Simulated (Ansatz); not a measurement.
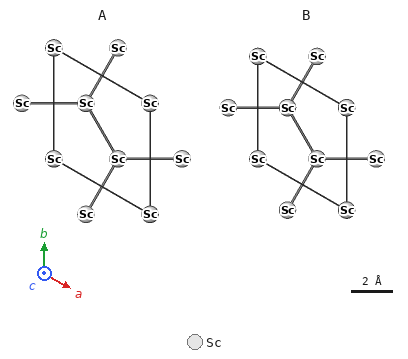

Two geometries of a crystal of Sc (built on the omega_191 type) (coarse preliminary run), drawn at one scale. One is the start of a relaxation, the other its converged end. A ball-and-stick model of the cell of the calculation, seen along the c axis.

Method: DFT PBEsol, scalar-relativistic, plane waves, PAW (Ansatz 0.2.0). Settings: plane-wave cutoff 420 eV; k-point mesh 6 × 6 × 6; occupations gaussian; smearing width 0.1 eV; no spin polarisation; cell and atoms relaxed; force threshold 0.04 eV/Å; at most 70 steps.

Q: Which geometry has the lower energy?

A: Structure B is the relaxed one. Case: omega type (P6/mmm, No. 191). Over 3 accepted moves (4 points after the start) the energy falls by 173 meV per atom. All forces vanish by symmetry, so only the cell relaxes. Pressure: −8.29 GPa at the start and −0.13 GPa at the end. At 1 point the geometry stayed and the basis and grid were re-selected for the new cell (energy shift of 0.3 meV per atom at most each time). No atom moves by more than 0.005 Å relative to the cell. The volume changes by −19.0 %, with a = b 5.476 → 5.054 Å (−7.7 %), c 3.357 → 3.191 Å (−4.9 %). Among the contacts that change: Sc–Sc 3.580 → 3.326 Å, Sc–Sc 3.162 → 2.918 Å, Sc–Sc 3.357 → 3.191 Å. The space group stays P6/mmm (No. 191). The run took about 17 core-seconds on a shared host.
